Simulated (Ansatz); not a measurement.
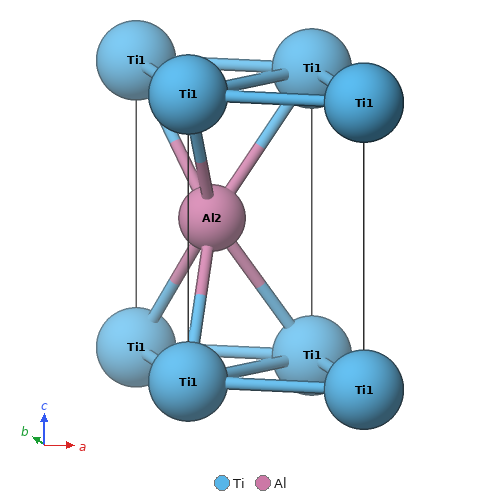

The system is TiAl (P-6m2, No. 187; 2 atoms in the cell); the picture shows the reference structure. The energy is mapped over the lattice constants a and c of the conventional cell. The first coordinate is: lattice constant a (and b); the second: lattice constant c. Nothing is relaxed (symmetry fixes all fractional coordinates). The scan uses a 7 × 7 grid. Points are written as (first, second). All energies are given in meV/atom relative to the lowest grid point. Computed with DFT PBEsol, scalar-relativistic, plane waves, PAW in Ansatz. Settings: cutoff 520 eV, k-mesh 18×18×10 in the order of the run's cell vectors, gaussian smearing 0.15 eV, no spin polarisation.

Its coordinates:

```yaml
crystal:
  lattice:
    - [2.84755, 0.00000, 0.00000]
    - [-1.42377, 2.46605, 0.00000]
    - [0.00000, 0.00000, 4.61919]
  atoms:
    - { symbol: Ti, position: [0.00000, 0.00000, 0.00000] }
    - { symbol: Al, position: [0.33333, 0.66667, 0.50000] }
```

The input of one point:

```yaml
crystal:
  lattice:
    - [2.8475477334, 0.0, 0.0]
    - [-1.4237738667, 2.4660486756, 0.0]
    - [0.0, 0.0, 4.6191923846]
  atoms:
    - { symbol: Ti, position: [0.0, 0.0, 0.0] }
    - { symbol: Al, position: [0.3333333333, 0.6666666667, 0.5] }
basis:
  ecutwfc: 520.0
kpoints:
  mp_grid: { grid: [18, 18, 10] }
hamiltonian:
  xc: pbesol
  pseudopotentials: { kind: paw, azcp: { folder: soft_1 } }
scf:
  occupations: { method: gaussian, width: 0.15 }
output:
  forces: true
  stress: true
  eigenvalues: true
```

Range: lattice constant a (and b) from 2.705 to 2.990 Å; lattice constant c from 4.065 to 5.173 Å.

**Predict the map.**

The lowest grid point is at (2.848 Å, 4.619 Å). It is the only kind of minimum in the scanned range. The highest grid point, (2.705 Å, 4.065 Å), lies 417 meV/atom above the lowest. Round the minimum the valley is somewhat tilted: raising lattice constant a (and b) shifts the best value of lattice constant c downwards (coupling k₁₂/√(k₁₁k₂₂) about 0.4).

```tsv
lattice constant c ↓, lattice constant a (and b) →	2.705	2.753	2.800	2.848	2.895	2.942	2.990
5.173	161	136	130	140	164	201	248
4.989	100	71	61	67	88	120	163
4.804	68	33	18	18	33	59	97
4.619	73	31	8	0	6	25	55
4.434	126	74	39	20	16	24	44
4.250	237	170	120	87	69	64	72
4.065	417	330	261	210	176	156	149
```

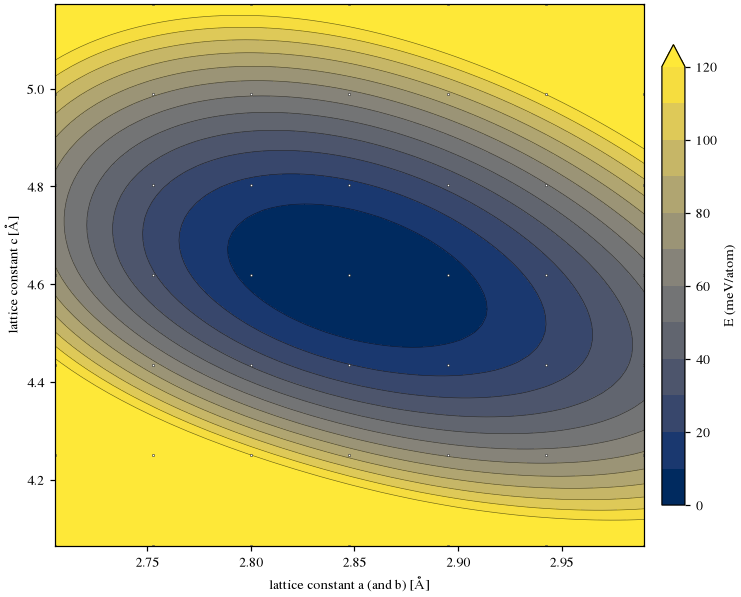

Drawn: filled contours, dots at the grid points, one colour for all values above the top of the scale. Between grid points the surface is interpolated.

Each point was launched as `ansatz run input.yaml --threads 1 --pin off --max-ram 2048MiB --backend cpu --events-out ev --progress --plain --runs-dir out`. Time for the 49 points that were run: 16 min on 1 thread of Arm Neoverse N1 (shared host).
